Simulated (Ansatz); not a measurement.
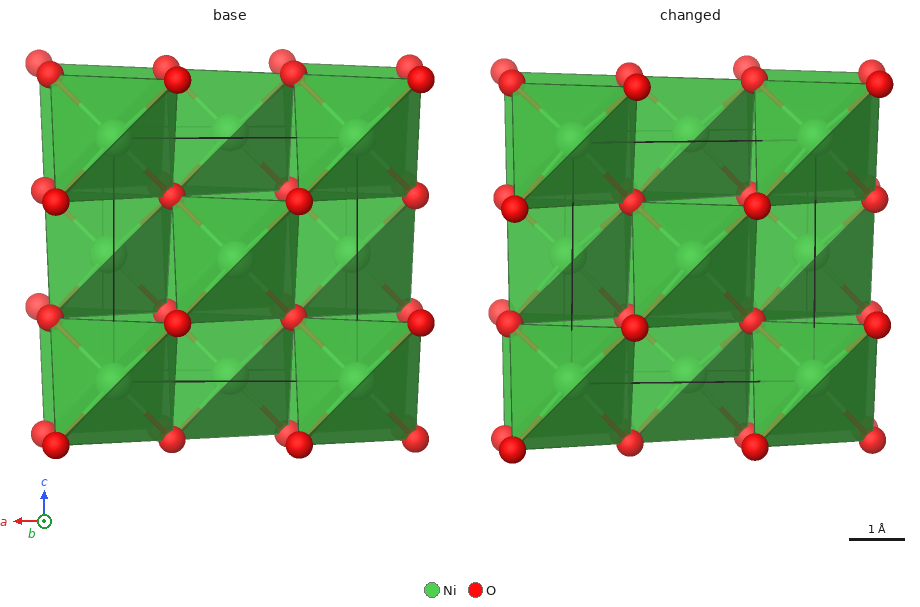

Left: crystalline NiO (built on the zincblende type). Right: the same structure after one change, at the same scale. Style: polyhedral. Shown: the conventional cell (4 times the calculation's cell), from a free direction. Lengths and directions refer to the drawn axes.

These are results of Ansatz, DFT PBE, scalar-relativistic, plane waves, PAW, not measurements. Settings: plane-wave cutoff 420 eV; k-point mesh 12 × 12 × 12; occupations gaussian; smearing width 0.05 eV; collinear spin.

What distinguishes the right structure from the left one?

The cell is strained by +1.1 % along [3 2 −1], −0.9 % roughly along [0 2 3], −2.3 % along [1 −1 1] (volume −2.0 %) and atoms are displaced by 0.08 Å relative to the cell: Ni 0.08 Å roughly along [0 1 1], O 0.08 Å roughly along [0 −1 −1]. No relaxation follows.

What does the change do?

Energy change: +50.4 meV per atom. The pressure goes from 0.0 to 5.0 GPa. The principal stresses (compression positive) are 14.7 GPa roughly along [2 −2 −1], 3.8 GPa roughly along [0 1 −2], −3.6 GPa along [2 2 1]. The largest forces, 1.2 eV/Å, act on Ni and O; on the O atom it points along [−1 2 3]. The forces mostly point back along the displacements (cosine −0.91). The absolute magnetisation per cell goes from 1.96 to 1.84 μB (net moment 1.94 and 1.82 μB). Both are metals. Some distances before and after: Ni–O 1.941 → 1.815 to 2.073 Å. The space group (tolerance 0.01 Å) goes from F-43m (No. 216) to P1 (No. 1).
